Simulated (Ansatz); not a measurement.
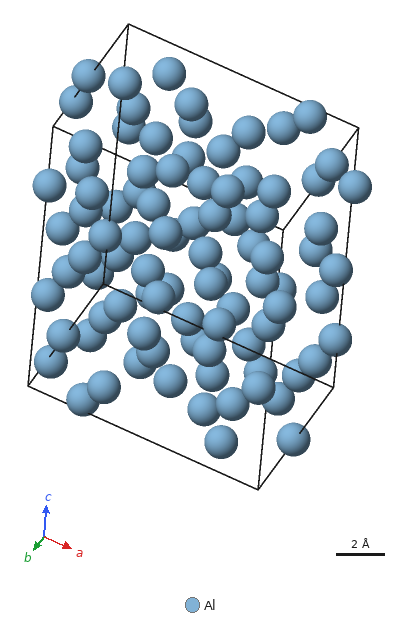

Figure 1. The input geometry (spheres-only view of the cell of the calculation, seen at an oblique angle). An atom can appear more than once, as a periodic image.

## Run report: Al, single-point calculation (part 1 of 2)

Al (defect cell, 63 atoms in the cell), computed with DFT PBE, scalar-relativistic, plane waves, PAW, spin-polarised (Ansatz 0.2.0).

The structure derives from a Materials Project entry.

**Log**
```
Engine: ansatz 0.2.0, aarch64-unknown-linux-gnu
Pseudopotentials: kind: paw
Pseudopotential: Al, paw, valence charge 3, recommended cutoff 420 eV (normal), Al.paw.azcp
Functional definition: PBE
  parameter kappa = 0.804
  parameter beta = 0.06672455060314922
  exchange = pbe_x(kappa = kappa, mu = beta*pi^2/3)
  correlation = pbe_c(beta = beta)
Crystal: 63 atoms, lattice volume = 1031.406 Å³
Basis set: ecut = 420 eV, 20209 PW (Γ), exchange–correlation on 150×150×150 points (8 copies of the dense FFT grid, shifted against one another)
Bands: 159, of which v1, the nominal top of the filled ones, is band 95 counted from 1 (94 counted from 0)
Symmetry: 1 space group operations
Space group: P1 (ITA 1), of the structure as read, at distance tolerance 1.0e-4 Å
Magnetic group: BNS 1.1 (UNI 1), of the structure as read, at distance tolerance 1.0e-4 Å
k-points: 1
Non-local potential: Al, projectors of the file, l = 0: 2, l = 1: 2, l = 2: 1
PAW form: soft (Blöchl's): semilocal exchange-correlation on the pseudo side does not see the compensation charge
PAW one-centre angular grid: Al, 110 points (default); XC on 64 Gauss nodes
Initial density: superposition of atomic densities (chi_scale 0.1, normalization cell)
Starting moments: Σ|m| = 1.6 μB on 8 of 63 sites
Initial wavefunctions: pseudopotential atomic-orbital guess
Functional: x = pbe(κ = 0.804, μ = 0.2195149727645171), c = pbe(β = 0.06672455060314922)
SCF iter   1: F=—  HF=-33853.059565 eV  |F-HF|=—  |Δ(HF+E_count)|=         —  Δρ=1.38e-2 (↑1.38e-2 ↓1.37e-2)  dr2=1.58e1  dr2_m=1.49e-2  M=0.468 μB ∫|m|=0.738 μB  β_m=0.30  ethr=3.10e-3  ⟨swp⟩=7.0  Hψ=1533  notcnv=0  defer=20
preconditioner: auto → Kerker (q_TF=auto, 2.056 Å⁻¹)  [metal: Δε(μ)=0.043 eV  Ē_g=6.693 eV  σ=0.050 eV  W_gap=0.46  n_scr=140 (ndim 8)  ℏωp=15.9 eV  f_vac=0.000  D(μ)=19.34/eV (n_scr^D=86)]
spin=Collinear: Kerker preconditioning applied to the charge; magnetization (m = ρ↑ − ρ↓) channel mixes plain (no charge-response kernel on spin).
SCF iter   2: F=—  HF=-33851.659294 eV  |F-HF|=—  |Δ(HF+E_count)|=    1.40e0  Δρ=1.09e-2 (↑1.09e-2 ↓1.07e-2)  dr2=8.93e0  dr2_m=8.56e-3  M=0.460 μB ∫|m|=0.684 μB  β_m=0.30  ethr=3.10e-3  ⟨swp⟩=1.0  Hψ=366  notcnv=0  defer=36
SCF iter   3: F=—  HF=-33849.053218 eV  |F-HF|=—  |Δ(HF+E_count)|=    2.61e0  Δρ=1.98e-3 (↑1.89e-3 ↓1.98e-3)  dr2=4.53e-1  dr2_m=4.65e-3  M=0.441 μB ∫|m|=0.632 μB  β_m=0.30  ethr=3.10e-3  ⟨swp⟩=4.0  Hψ=382  notcnv=0  defer=36
SCF iter   4: F=—  HF=-33848.979162 eV  |F-HF|=—  |Δ(HF+E_count)|=   7.41e-2  Δρ=1.43e-3 (↑1.39e-3 ↓1.43e-3)  dr2=1.32e-1  dr2_m=2.78e-3  M=0.445 μB ∫|m|=0.608 μB  β_m=0.30  ethr=2.39e-4  ⟨swp⟩=3.0  Hψ=390  notcnv=0  defer=88
SCF iter   5: F=—  HF=-33848.939030 eV  |F-HF|=—  |Δ(HF+E_count)|=   4.01e-2  Δρ=4.83e-4 (↑4.83e-4 ↓4.47e-4)  dr2=5.28e-3  dr2_m=1.69e-3  M=0.452 μB ∫|m|=0.593 μB  β_m=0.30  ethr=7.01e-5  ⟨swp⟩=2.5  Hψ=355  notcnv=0  defer=88
SCF iter   6: F=—  HF=-33848.940341 eV  |F-HF|=—  |Δ(HF+E_count)|=   1.31e-3  Δρ=3.55e-4 (↑3.48e-4 ↓3.55e-4)  dr2=1.55e-3  dr2_m=1.04e-3  M=0.462 μB ∫|m|=0.589 μB  β_m=0.30  ethr=2.79e-6  ⟨swp⟩=2.5  Hψ=362  notcnv=0  defer=88
SCF iter   7: F=—  HF=-33848.941436 eV  |F-HF|=—  |Δ(HF+E_count)|=   1.09e-3  Δρ=2.65e-4 (↑2.62e-4 ↓2.65e-4)  dr2=9.71e-5  dr2_m=6.45e-4  M=0.473 μB ∫|m|=0.590 μB  β_m=0.30  ethr=8.19e-7  ⟨swp⟩=2.0  Hψ=365  notcnv=0  defer=88
Mixer restart at iter 7: flushing history
spin-set hold released at iteration 7 (site moments contracting): the magnetisation degrees of freedom join the quasi-Newton model from the next iteration; the mixer history was flushed
SCF iter   8: F=—  HF=-33848.942471 eV  |F-HF|=—  |Δ(HF+E_count)|=   1.04e-3  Δρ=2.10e-4 (↑2.09e-4 ↓2.10e-4)  dr2=5.38e-5  dr2_m=4.09e-4  M=0.486 μB ∫|m|=0.596 μB  β_m=0.61  ethr=5.14e-8  ⟨swp⟩=2.5  Hψ=507  notcnv=0  defer=88
SCF iter   9: F=—  HF=-33848.944120 eV  |F-HF|=—  |Δ(HF+E_count)|=   1.65e-3  Δρ=6.66e-5 (↑6.66e-5 ↓6.61e-5)  dr2=3.10e-6  dr2_m=4.13e-5  M=0.560 μB ∫|m|=0.664 μB  β_m=0.82  ethr=2.85e-8  ⟨swp⟩=4.5  Hψ=679  notcnv=0  defer=88
SCF iter  10: F=—  HF=-33848.944468 eV  |F-HF|=—  |Δ(HF+E_count)|=   3.48e-4  Δρ=5.28e-5 (↑5.25e-5 ↓5.28e-5)  dr2=3.55e-7  dr2_m=2.62e-5  M=0.635 μB ∫|m|=0.759 μB  β_m=0.91  ethr=1.64e-9  ⟨swp⟩=3.0  Hψ=614  notcnv=0  defer=88
SCF iter  11: F=—  HF=-33848.944833 eV  |F-HF|=—  |Δ(HF+E_count)|=   3.65e-4  Δρ=2.65e-5 (↑2.59e-5 ↓2.65e-5)  dr2=4.47e-7  dr2_m=6.46e-6  M=0.738 μB ∫|m|=0.896 μB  β_m=0.96  ethr=1.88e-10  ⟨swp⟩=4.0  Hψ=703  notcnv=0  defer=88
SCF iter  12: F=—  HF=-33848.944910 eV  |F-HF|=—  |Δ(HF+E_count)|=   7.67e-5  Δρ=7.01e-6 (↑7.01e-6 ↓6.97e-6)  dr2=2.85e-7  dr2_m=4.47e-7  M=0.800 μB ∫|m|=0.986 μB  β_m=0.98  ethr=1.88e-10  ⟨swp⟩=4.5  Hψ=724  notcnv=0  defer=88
SCF iter  13: F=—  HF=-33848.944912 eV  |F-HF|=—  |Δ(HF+E_count)|=   1.63e-6  Δρ=4.29e-6 (↑4.29e-6 ↓4.29e-6)  dr2=2.27e-8  dr2_m=1.73e-7  M=0.785 μB ∫|m|=0.964 μB  β_m=0.99  ethr=5.29e-11  ⟨swp⟩=13.0  Hψ=2094  notcnv=0
SCF iter  14: F=—  HF=-33848.944913 eV  |F-HF|=—  |Δ(HF+E_count)|=   1.61e-6  Δρ=8.22e-7 (↑7.62e-7 ↓8.22e-7)  dr2=1.89e-9  dr2_m=5.75e-9  M=0.791 μB ∫|m|=0.973 μB  β_m=0.99  ethr=1.20e-11  ⟨swp⟩=5.0  Hψ=1189  notcnv=0
SCF iter  15: F=—  HF=-33848.944913 eV  |F-HF|=—  |Δ(HF+E_count)|=   5.18e-8  Δρ=1.94e-7 (↑1.85e-7 ↓1.94e-7)  dr2=2.06e-10  dr2_m=3.24e-10  M=0.792 μB ∫|m|=0.974 μB  β_m=1.00  ethr=1.00e-12  ⟨swp⟩=3.0  Hψ=705  notcnv=0
SCF iter  16: F=-33848.944913 eV  HF=-33848.944913 eV  |F-HF|=2.11e-10  |Δ(HF+E_count)|=   1.63e-9  Δρ=8.90e-8 (↑8.72e-8 ↓8.90e-8)  dr2=1.73e-11  dr2_m=7.25e-11  M=0.792 μB ∫|m|=0.974 μB  ethr=1.00e-12  ⟨swp⟩=2.0  Hψ=515  notcnv=0
SCF 1 converged in 16 iterations: F = -33848.944913 eV  dr2 = 1.73e-11
  greatest PAW one-centre occupation: 0.458 electrons in one spin orbital (limit 2), on the Al atom at site 26 (counted from 0), in its partial waves of l = 0
```

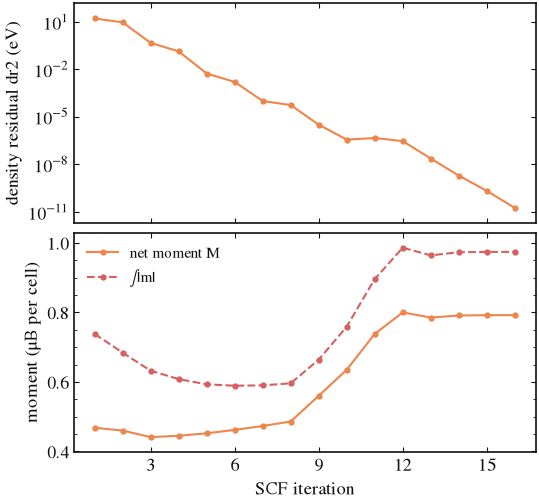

Figure 2. Convergence of the self-consistent field: density residual dr2 and magnetic moment against the SCF iteration. The residual falls almost steadily, with no more than small rises. The net moment goes from 0.5 to 0.8 μB per cell.

```
SCF converged after 16 iterations
Magnetization: 0.7920 μB (94.8960 up, 94.1040 down)
Absolute magnetization: 0.9832 μB (∫|ρ↑−ρ↓|, with the PAW one-centre terms)
Spin contamination: 0.0027 ħ² per cell (⟨S²⟩ above its minimum at these occupations)
Per-site moments (μB) at R_I (Å): [(0.0025776565621805788, 1.0818967312078547), (0.01046539943820656, 1.1090037966037707), (0.001204421444765878, 1.0940002880195951), (0.01437947748218324, 1.1201102559464462), (0.005267990709594593, 1.0951522130488986), (0.014608919255675206, 1.1104315722106342), (0.00036923370832412793, 1.1090037966037707), (0.0032509174880623174, 1.1132594206976725), (0.0008400735076921185, 1.0846314362541798), (0.01903498461542957, 1.0923772800524838), (0.007269707152487841, 1.0936356443981703), (0.011042886231003893, 1.1058208673607186), (0.005391862545826476, 1.1183611533579427), (0.019207679766376655, 1.0776089675358147), (0.0024349576164618605, 1.103996338592804), (0.008175679412572962, 1.0979893728930392), (0.0011932807374608358, 1.0904445297691183), (0.013185925659595593, 1.0908240359950405), (0.003303629713713923, 1.1381001928460788), (0.0031497491714897142, 1.0979893728930392), (0.01769163954766745, 1.1051575019482713), (0.004562191515963743, 1.1167702115278142), (0.01980428623710156, 1.0785599282515097), (0.004650452653126791, 1.0936356443981703), (0.0039619998732980544, 1.1254135223978319), (0.0014185898788971172, 1.1304861994219801), (0.01697612185934726, 1.1092603244584276), (-7.947042693245327e-6, 1.098938713010158), (0.005086941909865192, 1.1060790111371526), (0.0024832299333155568, 1.0668182015545282), (0.004570567789273278, 1.0833499826425976), (4.852336652102383e-5, 1.1254755761976667), (0.00179418430668091, 1.095993580344778), (0.0035718031204641384, 1.0668182015545282), (-0.0007406526087610256, 1.0827159633895957), (0.003291348033208995, 1.1180218172920777), (0.00391643982417486, 1.1208632666920435), (0.002029613091283173, 1.1073027836437344), (0.0032004601583340694, 1.117604752799713), (0.013845200522676272, 1.0785599282515097), (0.008204838990935227, 1.1164451083355234), (0.006241103605969746, 1.124279746422288), (0.006387793383528134, 1.0905286882511935), (0.0018119588911042802, 1.0833499826425976), (0.0022087645882628124, 1.098938713010158), (0.018307729039324393, 1.1022775459259948), (0.004140495925591051, 1.1222386031761578), (0.011930686674274774, 1.0818967312078547), (-0.00033331153874465244, 1.1355296323907862), (0.0020836966839265737, 1.107450244951056), (0.004157498138180454, 1.0991156684859458), (0.001450612563329376, 1.0951522130488986), (0.0016935824634270575, 1.1104315722106342), (0.002905065800579002, 1.1101941594501827), (0.003807154432903973, 1.1033710637337504), (0.004652278425835122, 1.105520017594529), (0.007703617077389672, 1.0679377357231115), (0.0005154337051522193, 1.0952925396902682), (0.0032908923670372874, 1.1304291828276658), (0.0023586972535909302, 1.0946889121143573), (0.006580367848532918, 1.0981155298127423), (0.0006672857668211302, 1.0679377357231115), (0.010990413056855138, 1.0940002880195951)]
Free energy (F): -33848.944913 eV
Harris-Foulkes:  -33848.944913 eV  (|F-HF|=2.11e-10)
Internal energy: -33848.930491 eV  (E = F + TS)
E sigma→0 (E₀):  -33848.937702 eV
Entropy (-TS):   -0.014423 eV (-0.229 meV/atom)
Fermi energy:    8.630262 eV
--- Per-component energies (eV) ---
  E_band       = 677.819921
  E_kinetic    = 1470.599284
  E_local      = 559.975214  (includes V_loc(G=0)·N_el)
  E_nonlocal   = 652.348150
  E_hartree    = 31.897552
  E_xc         = -2510.942103
  E_vxc        = -1834.604603  (∫ρ·V_xc dr)
  E_paw        = -29446.753224  (= ΣΔE_a)
  E_vpaw       = -234.293085  (= ΣTr[D̂ρ^β])
  E_aug_tail   = -0.000132  (compensation charges beyond the density's cutoff)
  E_ewald      = -4606.055231
  E_smearing   = -0.014423  (= −TS)
  E_closure    = -0.000000  (closes the sum)
  Σ components = -33848.944913   (vs F -33848.944913, Δ=0.00e0)
--- Forces (eV/Å), atoms counted from 1 ---
  atom   1  Al    -0.00248062     0.01248852     0.00174021
  atom   2  Al    -0.01252932     0.00729622    -0.01139846
  atom   3  Al    -0.00203432     0.00335799     0.03541031
  atom   4  Al    -0.02930895     0.01827475    -0.01492730
  atom   5  Al    -0.00819863     0.01021575     0.00963395
  atom   6  Al     0.00361606    -0.00707928     0.00784101
  atom   7  Al     0.00131086     0.00812180    -0.00660851
  atom   8  Al     0.01575965    -0.01338116    -0.00773398
  atom   9  Al    -0.02180572     0.00609878    -0.01287694
  atom  10  Al    -0.00596853     0.01278307     0.00745017
  atom  11  Al     0.01381128    -0.02564720     0.00263811
  atom  12  Al    -0.01353391    -0.00691119    -0.01188167
  atom  13  Al     0.00070935     0.00140826    -0.00947729
  atom  14  Al     0.01652243    -0.00171560     0.01207306
  atom  15  Al     0.00852615    -0.00369872    -0.02131156
  atom  16  Al    -0.00948440    -0.00028395    -0.00082635
  atom  17  Al     0.00268460     0.00106038    -0.00101203
  atom  18  Al     0.00084685     0.01048004     0.00003138
  atom  19  Al    -0.01034822    -0.03414485    -0.00129551
  atom  20  Al     0.00913119    -0.02330656    -0.01382567
  atom  21  Al     0.02200815    -0.00967423     0.00537834
  atom  22  Al    -0.00789545    -0.00872377     0.00932463
  atom  23  Al    -0.01432325     0.01264684    -0.01416595
  atom  24  Al    -0.00066858     0.00000295     0.00718596
  atom  25  Al     0.01154735     0.01590256    -0.00229647
  atom  26  Al    -0.00630606     0.01282067     0.02109120
  atom  27  Al     0.00716168    -0.00884769     0.02445226
  atom  28  Al    -0.01093019    -0.00611446     0.01276975
  atom  29  Al    -0.01254846     0.01503973    -0.00248385
  atom  30  Al     0.00091442    -0.00104112    -0.03079505
  atom  31  Al    -0.00373616     0.01576264     0.00770563
  atom  32  Al    -0.02460371     0.02044818     0.00235493
  atom  33  Al    -0.01735286     0.01702245     0.00506979
  atom  34  Al    -0.01570054    -0.02692744     0.01968642
  atom  35  Al     0.00480907    -0.00143427     0.02655395
  atom  36  Al     0.00339012    -0.01167211     0.00804454
  atom  37  Al     0.00868718     0.01041630     0.01022537
  atom  38  Al    -0.00457952    -0.00437968    -0.00194237
  atom  39  Al    -0.00048087     0.00756009    -0.00198684
  atom  40  Al     0.01362980     0.02859401    -0.00177539
  atom  41  Al     0.01041554     0.00112457    -0.00018587
  atom  42  Al     0.02188398    -0.02686818    -0.01182389
  atom  43  Al     0.01569093    -0.00395616    -0.00918628
  atom  44  Al     0.01401269     0.00194100     0.01573416
  atom  45  Al     0.00544284     0.01012616    -0.00281917
  atom  46  Al     0.00240043     0.00496837    -0.02997881
  atom  47  Al    -0.01384602    -0.01180469    -0.01772245
  atom  48  Al     0.01417393    -0.00796568     0.00755103
  atom  49  Al     0.00271584    -0.02428355    -0.01055900
  atom  50  Al     0.00639598    -0.01526860     0.01142800
  atom  51  Al     0.00902746     0.01065277     0.01092741
  atom  52  Al    -0.00013744    -0.00262266    -0.01929073
  atom  53  Al     0.00385892    -0.00763387    -0.00139327
  atom  54  Al     0.00079042    -0.01013999    -0.01709000
  atom  55  Al     0.00103213     0.00082248    -0.01932986
  atom  56  Al     0.00960503     0.00428162     0.01831703
  atom  57  Al    -0.01293248     0.00874329    -0.00828990
  atom  58  Al     0.00631463     0.00505556     0.01334642
  atom  59  Al    -0.00705624     0.01232229     0.00687497
  atom  60  Al    -0.00195225    -0.00143166    -0.01191901
  atom  61  Al     0.00400027    -0.00281998     0.01130355
  atom  62  Al     0.00532675    -0.00966534    -0.00193872
  atom  63  Al    -0.00741020     0.01160355    -0.00199532
  max |Σ_I F_I| component: 1.06e-6 eV/Å
--- Band table (eV) ---
```
